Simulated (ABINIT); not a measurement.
Run report: PtS$_{2}$, single-point calculation

- system: PtS$_{2}$ (P-3m1, 3 atoms in the cell)
- method: Kohn-Sham DFT of a periodic cell, PBE, JTH PAW PBE v2.0, no spin polarisation (ABINIT 10.8.3)

The structure derives from an entry of the Crystallography Open Database.

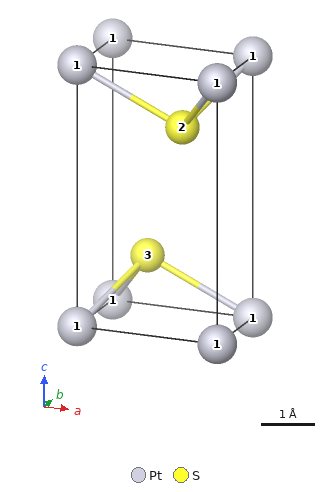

The input geometry (ball-and-stick view of the cell of the calculation, seen slightly off an axis; atoms are numbered from 1 in the order of the input). Near neighbours in the crystal (not all of them lie inside the picture): Pt has 6 S at 2.34 Å; S has 3 Pt at 2.34 Å.

Input:
```
# Pseudopotentials
pp_dirpath "./"
pseudos "Pt.GGA_PBE-JTH.xml, S.GGA_PBE-JTH.xml"

# Structure
structure "poscar:POSCAR"
natom 3

# Plane-wave basis
ecut 20.0
pawecutdg 40.0

# k points
kptopt 1
ngkpt 9 9 5
nshiftk 1
shiftk 0.0 0.0 0.0

# Exchange and correlation
ixc 11

# Bands and occupations
nband 15
occopt 3
tsmear 0.00183747

# SCF cycle
nstep 100
tolvrs 1.0e-9

# Output
iomode 3
prtwf 0
prteig 0
prtebands 0
enunit 2
prtden 1
prtvha 1
prtvclmb 1
prtpot 1
```

File POSCAR:
```
PtS2
1.0
    3.5432000000      0.0000000000      0.0000000000
   -1.7716000000      3.0685012107      0.0000000000
    0.0000000000      0.0000000000      5.0388000000
Pt S
1 2
Direct
    0.0000000000      0.0000000000      0.0000000000  Pt
    0.6666666667      0.3333333333      0.7730000000  S
    0.3333333333      0.6666666667      0.2270000000  S
```

Machine: 1 thread of Arm Neoverse V1, 24 GiB of memory available, shared host.

Launched with:
```bash
abinit run.abi > log 2>&1
```

The program's output:
```
.Version 10.8.3 of ABINIT
 Symmetries : space group P-3 m 1 (#164); Bravais hP (primitive hexag.)
================================================================================
 Values of the parameters that define the memory need of the present run
     intxc =       0    ionmov =       0      iscf =      17    lmnmax =      18
     lnmax =       6     mgfft =      40  mpssoang =       3    mqgrid =    3001
     natom =       3  nloc_mem =       2    nspden =       1   nspinor =       1
    nsppol =       1      nsym =      12    n1xccc =       1    ntypat =       2
    occopt =       3   xclevel =       2
       mpw =        1597          nfft =       36000          nkpt =          50
 PAW method is used; the additional fine FFT grid is defined by:
   mgfftf=        60    nfftf =     96000
================================================================================
================================================================================

--------------------------------------------------------------------------------
------------- Echo of variables that govern the present computation ------------
--------------------------------------------------------------------------------
 -outvars: echo values of preprocessed input variables --------
            acell      1.0000000000E+00  1.0000000000E+00  1.0000000000E+00 Bohr
              amu      1.95080000E+02  3.20660000E+01
             ecut      2.00000000E+01 Hartree
           enunit           2
              ixc          11
         kptrlatt        9    0    0      0    9    0      0    0    5
          kptrlen      4.76097600E+01
            natom           3
            nband          15
            ngfft          30      30      40
          ngfftdg          40      40      60
             nkpt          50
            nstep         100
             nsym          12
           ntypat           2
           occopt           3
        pawecutdg      4.00000000E+01 Hartree
         pawxcdev           0
        prtebands           0
           prteig           0
           prtpot           1
         prtvclmb           1
           prtvha           1
            prtwf           0
            rprim      6.6956776093E+00  0.0000000000E+00  0.0000000000E+00
                      -3.3478388047E+00  5.7986269052E+00  0.0000000000E+00
                       0.0000000000E+00  0.0000000000E+00  9.5219520032E+00
          spgroup         164
           tolvrs      1.00000000E-09
           tsmear      1.83747000E-03 Hartree
            typat      1  2  2
           useylm           1
           xangst      0.0000000000E+00  0.0000000000E+00  0.0000000000E+00
                       1.7716000000E+00  1.0228337369E+00  3.8949924000E+00
                      -6.5562370348E-17  2.0456674738E+00  1.1438076000E+00
            xcart      0.0000000000E+00  0.0000000000E+00  0.0000000000E+00
                       3.3478388047E+00  1.9328756351E+00  7.3604688985E+00
                      -1.2389492412E-16  3.8657512702E+00  2.1614831047E+00
             xred      0.0000000000E+00  0.0000000000E+00  0.0000000000E+00
                       6.6666666667E-01  3.3333333333E-01  7.7300000000E-01
                       3.3333333333E-01  6.6666666667E-01  2.2700000000E-01
            znucl       78.00000   16.00000

================================================================================

 chkinp: Checking input parameters for consistency.

================================================================================
== DATASET  1 ==================================================================

--- !DatasetInfo
iteration_state: {dtset: 1, }
dimensions: {natom: 3, nkpt: 50, mband: 15, nsppol: 1, nspinor: 1, nspden: 1, mpw: 1597, }
cutoff_energies: {ecut:  20.0, pawecutdg:  40.0, }
electrons: {nelect:   2.20000000E+01, charge:   0.00000000E+00, occopt:   3.00000000E+00, tsmear:   1.83747000E-03, }
meta: {optdriver: 0, ionmov: 0, optcell: 0, iscf: 17, paral_kgb: 0, }
...

 Exchange-correlation functional for the present dataset will be:
  GGA: Perdew-Burke-Ernzerhof functional - ixc=11
  J.P.Perdew, K.Burke, M.Ernzerhof, PRL 77, 3865 (1996)

 Real(R)+Recip(G) space primitive vectors, cartesian coordinates (Bohr,Bohr^-1):
 R(1)=  6.6956776  0.0000000  0.0000000  G(1)=  0.1493501  0.0862273  0.0000000
 R(2)= -3.3478388  5.7986269  0.0000000  G(2)=  0.0000000  0.1724546  0.0000000
 R(3)=  0.0000000  0.0000000  9.5219520  G(3)=  0.0000000  0.0000000  0.1050205
 Unit cell volume ucvol=  3.6969680E+02 bohr^3
 Angles (23,13,12)=  9.00000000E+01  9.00000000E+01  1.20000000E+02 degrees

 Coarse grid specifications (used for wave-functions):

 getcut: wavevector=  0.0000  0.0000  0.0000  ngfft=  30  30  40
         ecut(hartree)=     20.000   => boxcut(ratio)=   2.08667

 Fine grid specifications (used for densities):

 getcut: wavevector=  0.0000  0.0000  0.0000  ngfft=  40  40  60
         ecut(hartree)=     40.000   => boxcut(ratio)=   2.09831

--- Pseudopotential description ------------------------------------------------
- pspini: atom type   1  psp file is ./Pt.GGA_PBE-JTH.xml
 Pseudopotential format is: paw10
 basis_size (lnmax)=  6 (lmn_size= 18), orbitals=   0   0   1   1   2   2
 Spheres core radius: rc_sph= 2.51621648
 Shapefunction is SIN type: shapef(r)=[sin(pi*r/rshp)/(pi*r/rshp)]**2
 Radius for shape functions =  2.25451594
 Compensation charge density is not taken into account in XC energy/potential

- pspini: atom type   2  psp file is ./S.GGA_PBE-JTH.xml
 Pseudopotential format is: paw10
 basis_size (lnmax)=  4 (lmn_size=  8), orbitals=   0   0   1   1
 Spheres core radius: rc_sph= 1.90380259
 Shapefunction is SIN type: shapef(r)=[sin(pi*r/rshp)/(pi*r/rshp)]**2
 Radius for shape functions =  1.40128485
 Compensation charge density is not taken into account in XC energy/potential

   8.43971520E+02                                ecore*ucvol(ha*bohr**3)
--------------------------------------------------------------------------------

================================================================================

--- !BeginCycle
iteration_state: {dtset: 1, }
solver: {iscf: 17, nstep: 100, nline: 4, wfoptalg: 10, }
tolerances: {tolvrs: 1.00E-09, }
...

     iter   Etot(hartree)      deltaE(h)  residm     nres2
 ETOT  1  -47.640360855394    -4.764E+01 6.615E-02 2.285E+01
 ETOT  2  -47.810264484885    -1.699E-01 1.757E-02 2.195E+01
 ETOT  3  -47.682002737784     1.283E-01 5.656E-03 1.906E+00
 ETOT  4  -47.699724109073    -1.772E-02 3.268E-03 4.072E-01
 ETOT  5  -47.700381654599    -6.575E-04 1.592E-03 8.428E-02
 ETOT  6  -47.700467991246    -8.634E-05 5.737E-04 4.937E-02
 ETOT  7  -47.700322854261     1.451E-04 8.501E-04 2.175E-02
 ETOT  8  -47.700331642821    -8.789E-06 3.468E-04 6.334E-03
 ETOT  9  -47.700326198006     5.445E-06 7.045E-04 2.795E-03
 ETOT 10  -47.700321433799     4.764E-06 2.507E-04 6.378E-04
 ETOT 11  -47.700322165615    -7.318E-07 4.602E-04 3.377E-05
 ETOT 12  -47.700322302566    -1.370E-07 1.501E-04 1.575E-06
 ETOT 13  -47.700322349177    -4.661E-08 2.509E-04 4.380E-06
 ETOT 14  -47.700322332923     1.625E-08 8.387E-05 3.375E-07
 ETOT 15  -47.700322334779    -1.856E-09 1.252E-04 1.152E-07
 ETOT 16  -47.700322335637    -8.583E-10 4.288E-05 3.412E-07
 ETOT 17  -47.700322335084     5.534E-10 5.951E-05 1.382E-07
 ETOT 18  -47.700322334811     2.725E-10 2.103E-05 3.743E-08
 ETOT 19  -47.700322334768     4.276E-11 2.770E-05 2.059E-10

 At SCF step   19       nres2   =  2.06E-10 < tolvrs=  1.00E-09 =>converged.

 Cartesian components of stress tensor (hartree/bohr^3)
  sigma(1 1)= -4.43603201E-04  sigma(3 2)=  0.00000000E+00
  sigma(2 2)= -4.43603201E-04  sigma(3 1)=  0.00000000E+00
  sigma(3 3)= -3.70465258E-04  sigma(2 1)=  0.00000000E+00

--- !ResultsGS
iteration_state: {dtset: 1, }
comment   : Summary of ground state results
lattice_vectors:
- [  6.6956776,   0.0000000,   0.0000000, ]
- [ -3.3478388,   5.7986269,   0.0000000, ]
- [  0.0000000,   0.0000000,   9.5219520, ]
lattice_lengths: [   6.69568,    6.69568,    9.52195, ]
lattice_angles: [ 90.000,  90.000, 120.000, ] # degrees, (23, 13, 12)
lattice_volume:   3.6969680E+02
convergence: {deltae:  4.276E-11, res2:  2.059E-10, residm:  2.770E-05, diffor: null, }
etotal    :  -4.77003223E+01
entropy   :   0.00000000E+00
fermie    :   2.63807977E-01
cartesian_stress_tensor: # hartree/bohr^3
- [ -4.43603201E-04,   0.00000000E+00,   0.00000000E+00, ]
- [  0.00000000E+00,  -4.43603201E-04,   0.00000000E+00, ]
- [  0.00000000E+00,   0.00000000E+00,  -3.70465258E-04, ]
pressure_GPa:   1.2334E+01
xred      :
- [  0.0000E+00,   0.0000E+00,   0.0000E+00, Pt]
- [  6.6667E-01,   3.3333E-01,   7.7300E-01,  S]
- [  3.3333E-01,   6.6667E-01,   2.2700E-01,  S]
cartesian_forces: # hartree/bohr
- [  1.34048928E-29,   5.41752294E-29,  -0.00000000E+00, ]
- [  3.35122321E-29,  -3.86965924E-30,  -2.65821816E-02, ]
- [ -4.69171249E-29,  -5.03055701E-29,   2.65821816E-02, ]
force_length_stats: {min:   5.58090193E-29, max:   2.65821816E-02, mean:   1.77214544E-02, }
...

 Integrated electronic density in atomic spheres:
 ------------------------------------------------
 Atom  Sphere_radius  Integrated_density
    1        2.51622          8.89337797
    2        1.90380          3.58125594
    3        1.90380          3.58125594

================================================================================

 ----iterations are completed or convergence reached----

 Mean square residual over all n,k,spin=   92.758E-09; max=  27.702E-06
 reduced coordinates (array xred) for    3 atoms
       0.000000000000      0.000000000000      0.000000000000
       0.666666666667      0.333333333333      0.773000000000
       0.333333333333      0.666666666667      0.227000000000
 rms dE/dt=  1.1932E-01; max dE/dt=  2.5311E-01; dE/dt below (all hartree)
    1       0.000000000000      0.000000000000      0.000000000000
    2      -0.000000000000      0.000000000000      0.253114257510
    3       0.000000000000      0.000000000000     -0.253114257510

 cartesian coordinates (angstrom) at end:
    1      0.00000000000000     0.00000000000000     0.00000000000000
    2      1.77160000000000     1.02283373690000     3.89499240000000
    3     -0.00000000000000     2.04566747380000     1.14380760000000

 cartesian forces (hartree/bohr) at end:
    1      0.00000000000000     0.00000000000000    -0.00000000000000
    2      0.00000000000000    -0.00000000000000    -0.02658218161829
    3     -0.00000000000000    -0.00000000000000     0.02658218161829
 frms,max,avg= 1.2530961E-02 2.6582182E-02   0.000E+00  0.000E+00  0.000E+00 h/b

 cartesian forces (eV/Angstrom) at end:
    1      0.00000000000000     0.00000000000000    -0.00000000000000
    2      0.00000000000000    -0.00000000000000    -1.36691073777066
    3     -0.00000000000000    -0.00000000000000     1.36691073777066
 frms,max,avg= 6.4436790E-01 1.3669107E+00   0.000E+00  0.000E+00  0.000E+00 e/A
 length scales=  1.000000000000  1.000000000000  1.000000000000 bohr
              =  0.529177210544  0.529177210544  0.529177210544 angstroms
 Fermi (or HOMO) energy (hartree) =   0.26381   Average Vxc (hartree)=  -0.38343
 Eigenvalues (hartree) for nkpt=  50  k points:
 kpt#   1, nband= 15, wtk=  0.00247, kpt=  0.0000  0.0000  0.0000 (reduced coord)
  -0.32660   -0.20699   -0.01283   -0.01283   -0.00804    0.09924    0.09924    0.18000
   0.20512    0.20512    0.24293    0.33521    0.33521    0.42182    0.45671
      occupation numbers for kpt#   1
   2.00000    2.00000    2.00000    2.00000    2.00000    2.00000    2.00000    2.00000
   2.00000    2.00000    1.99998    0.00000    0.00000    0.00000    0.00000
 prteigrs : prtvol=0 or 1, do not print more k-points.

 Fermi (or HOMO) energy (eV) =   7.17858   Average Vxc (eV)= -10.43359
 Eigenvalues (   eV  ) for nkpt=  50  k points:
 kpt#   1, nband= 15, wtk=  0.00247, kpt=  0.0000  0.0000  0.0000 (reduced coord)
  -8.88711   -5.63245   -0.34924   -0.34924   -0.21881    2.70044    2.70044    4.89813
   5.58152    5.58152    6.61047    9.12143    9.12143   11.47841   12.42759
 prteigrs : prtvol=0 or 1, do not print more k-points.

--- !EnergyTerms
iteration_state     : {dtset: 1, }
comment             : Components of total free energy in Hartree
kinetic             :  1.70203240580168E+01
hartree             :  9.74439978969098E+00
xc                  : -1.03616296100026E+01
Ewald energy        : -4.27700575398143E+01
psp_core            :  2.28287484357687E+00
local_psp           : -3.03970798245157E+01
PAW spherical_terms :  6.78083879138117E+00
internal            : -4.77003294916668E+01
'-kT*entropy'       : -2.25166128611294E-07
total_energy        : -4.77003297168329E+01
total_energy_eV     : -1.29799209598539E+03
...

--- !EnergyTermsDC
iteration_state     : {dtset: 1, }
comment             : '"Double-counting" decomposition of free energy'
band_energy         :  7.15658426681479E-01
Ewald energy        : -4.27700575398143E+01
psp_core            :  2.28287484357687E+00
xc_dc               : -9.05911265572440E+00
PAW spherical_terms :  1.13031481567813E+00
internal            : -4.77003221096022E+01
'-kT*entropy'       : -2.25166128611294E-07
total_energy_dc     : -4.77003223347684E+01
total_energy_dc_eV  : -1.29799189510918E+03
...

--- !EnergyTermsWithPAWCore
iteration_state     : {dtset: 1, }
comment             : 'Components of total free energy, including PAW core contributions'
Total energy        : -1.92121633792790E+04
Total energy DC     : -1.92121633718970E+04
Total energy (eV)   : -5.22789598334453E+05
Total energy DC (eV): -5.22789598133577E+05
...

 Cartesian components of stress tensor (hartree/bohr^3)
  sigma(1 1)= -4.43603201E-04  sigma(3 2)=  0.00000000E+00
  sigma(2 2)= -4.43603201E-04  sigma(3 1)=  0.00000000E+00
  sigma(3 3)= -3.70465258E-04  sigma(2 1)=  0.00000000E+00

-Cartesian components of stress tensor (GPa)         [Pressure=  1.2334E+01 GPa]
- sigma(1 1)= -1.30512568E+01  sigma(3 2)=  0.00000000E+00
- sigma(2 2)= -1.30512568E+01  sigma(3 1)=  0.00000000E+00
- sigma(3 3)= -1.08994642E+01  sigma(2 1)=  0.00000000E+00

== END DATASET(S) ==============================================================
================================================================================

 -outvars: echo values of variables after computation  --------
            acell      1.0000000000E+00  1.0000000000E+00  1.0000000000E+00 Bohr
           etotal     -4.7700322335E+01
            fcart      1.3404892829E-29  5.4175229384E-29 -0.0000000000E+00
                       3.3512232073E-29 -3.8696592417E-30 -2.6582181618E-02
                      -4.6917124902E-29 -5.0305570142E-29  2.6582181618E-02
            rprim      6.6956776093E+00  0.0000000000E+00  0.0000000000E+00
                      -3.3478388047E+00  5.7986269052E+00  0.0000000000E+00
                       0.0000000000E+00  0.0000000000E+00  9.5219520032E+00
           strten     -4.4360320090E-04 -4.4360320094E-04 -3.7046525839E-04
                       0.0000000000E+00  0.0000000000E+00  0.0000000000E+00
           xangst      0.0000000000E+00  0.0000000000E+00  0.0000000000E+00
                       1.7716000000E+00  1.0228337369E+00  3.8949924000E+00
                      -6.5562370348E-17  2.0456674738E+00  1.1438076000E+00
             xred      0.0000000000E+00  0.0000000000E+00  0.0000000000E+00
                       6.6666666667E-01  3.3333333333E-01  7.7300000000E-01
                       3.3333333333E-01  6.6666666667E-01  2.2700000000E-01
 Calculation completed.
```

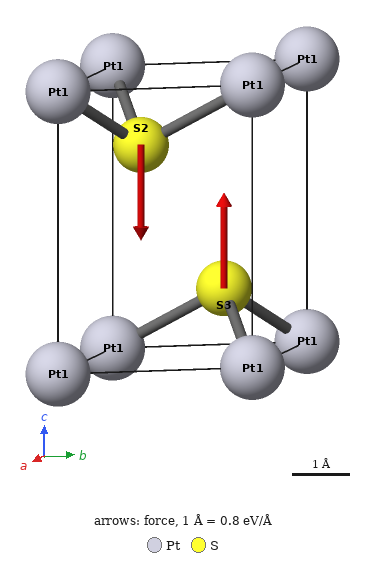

Forces on the atoms as red arrows (ball-and-stick view of the cell of the calculation, seen slightly off an axis; atoms are numbered from 1 in the order of the input). The largest act on S2, S3 (1.37 eV/Å). The geometry is not a stationary point of this energy.

Key numbers:

| quantity | value |
| --- | --- |
| outcome | converged |
| space group (tolerance 0.01 Å) | P-3m1 (164) |
| electrons treated | 22 |
| free energy | −1297.9919 eV |
| Fermi energy | 7.179 eV |
| gap on the k-point mesh | 0.98 eV |
| pressure | 12.33 GPa |
| largest force (length of the vector) | 1.367 eV/Å |
| wall time | 66 s |
| peak memory | 0.16 GiB |

Notes:

Spin–orbit coupling is left out, which matters for Pt. The cell is under a pressure of 12.3 GPa at this level, so it is not at its equilibrium volume.
